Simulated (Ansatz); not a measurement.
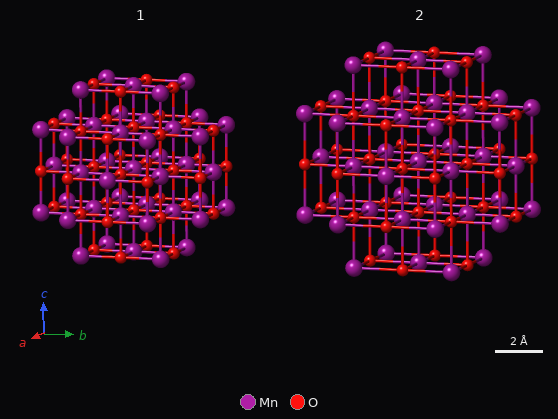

Two geometries of solid MnO (a generated structure, set up in R-3m) (coarse preliminary run), drawn at one scale. One is the start of a relaxation, the other its converged end. The picture is a ball-and-stick view of the conventional cell (4 times the calculation's cell), seen slightly off an axis. Lengths and directions refer to the drawn axes.

Computed with DFT PBE, scalar-relativistic, plane waves, PAW in Ansatz 0.2.0. (plane-wave cutoff 420 eV; k-point mesh 12 × 12 × 12; occupations gaussian; smearing width 0.1 eV; collinear spin; cell and atoms relaxed; force threshold 0.04 eV/Å; at most 70 steps)

### Which of the two is the end point?

Structure 2 is the relaxed one. After 9 accepted moves (12 points after the start) the energy has fallen by 1879 meV per atom. All forces vanish by symmetry, so only the cell relaxes. Pressure: 217.57 GPa at the start and 0.10 GPa at the end. At 3 points the geometry stayed and the basis and grid were re-selected for the new cell (energy shift of 192 meV per atom at most each time). The atoms keep their places relative to the cell (all moves are under 0.005 Å). The drawn cell changes as follows: a = b = c 3.632 → 4.440 Å (+22.2 %), α 89.7° → 90.0°, β 89.7° → 90.0°, γ 89.7° → 90.0°; the volume changes by +82.7 %. Among the contacts that change: Mn–Mn 2.561 → 3.139 Å, Mn–O 1.816 → 2.220 Å. The space group (tolerance 0.01 Å) goes from R-3m (No. 166) to Fm-3m (No. 225). Cost: 88 s on 1 thread of Arm Neoverse V2, on a shared host, peak memory 0.4 GiB.
